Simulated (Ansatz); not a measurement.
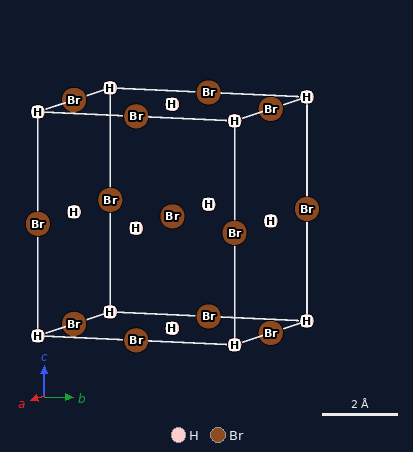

Starting structure of crystalline HBr (set up in Fmmm). The picture is a ball-and-stick view of the conventional cell (4 times the calculation's cell), seen slightly off an axis. Lengths and directions refer to the drawn axes.

Level of theory: Ansatz, DFT r2SCAN, scalar-relativistic, plane waves, PAW.

Input
```yaml
crystal:
  lattice:
    - [0.0, 2.82, 3.0315]
    - [2.7775, 0.0, 3.0315]
    - [2.7775, 2.82, 0.0]
  atoms:
    - { symbol: H, position: [0.0, 0.0, 0.0] }
    - { symbol: Br, position: [0.5, 0.5, 0.5] }
basis:
  ecutwfc: 500
kpoints:
  mp_grid: { grid: [12, 12, 12] }
hamiltonian:
  xc: r2scan
scf:
  occupations: { method: gaussian, width: 0.1 }
output:
  forces: true
  stress: true
  eigenvalues: true
relax:
  adjacent_minimum: "off"
  f_tol: 0.005
  max_steps: 80
  cell: { stress_tol: 0.05 }
```

What does the optimiser find from here?

Answer. Over 20 accepted moves (22 points after the start) the energy falls by 2.427 eV per cell of the calculation. All forces vanish by symmetry, so only the cell relaxes. The pressure goes from −8.01 to 0.00 GPa. At 2 points the geometry stayed and the basis and grid were re-selected for the new cell (energy shift of 8.7 meV per cell of the calculation at most each time). No atom moves by more than 0.005 Å relative to the cell. Cell: a 5.555 → 3.337 Å (−39.9 %), b 5.640 → 7.594 Å (+34.7 %), c 6.063 → 7.606 Å (+25.5 %). Volume +1.5 %. Among the contacts that change: Br2–Br2 5.555 → 3.337 Å, H1–Br2 2.777 → 1.669 Å. New bonds form: H1–Br2 (2.78 → 1.67 Å). The space group (tolerance 0.01 Å) goes from Fmmm (No. 69) to I4/mmm (No. 139). The run took of the order of 8 core-minutes on a shared host.

Step by step:

```
step  E − E(0), meV/atom  pressure, GPa  volume, Å³/atom                      note
   0                0.00          -8.01           23.744                          
   1             -145.92          -8.06           21.164                          
   2             -273.37          -7.39           19.133                          
   3             -382.60          -6.06           17.585                          
   4             -480.64          -4.15           16.475                          
   5             -588.00          -1.87           15.622                          
   6             -723.07           0.67           14.969                          
   7             -861.84           4.44           14.421                          
   8             -982.44           6.35           14.635                          
   9            -1056.26           5.20           15.423                          
  10            -1113.16           3.63           16.469                          
  11            -1153.91           3.23           17.418                          
  12            -1181.99           2.15           18.660                          
  13            -1197.44           0.17           20.239                          
  14            -1206.56           0.11           21.639                          
  15            -1207.79           0.10           22.237                          
  16            -1207.93           0.01           22.595                          
  17            -1212.30           0.19           22.595  same geometry, new basis
  18            -1213.22           0.09           23.353                          
  19            -1213.42           0.02           23.942                          
  20            -1213.43           0.01           24.016                          
  21            -1213.43           0.00           24.096                          
  22            -1213.70           0.00           24.096  same geometry, new basis
```

The end point in the same view:

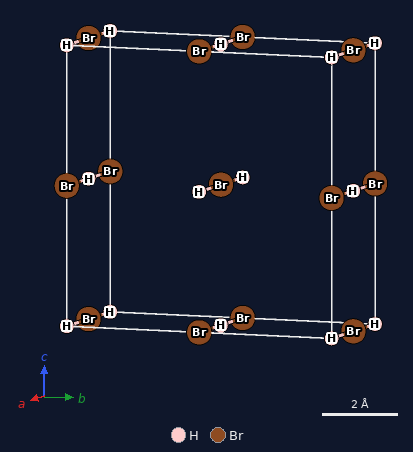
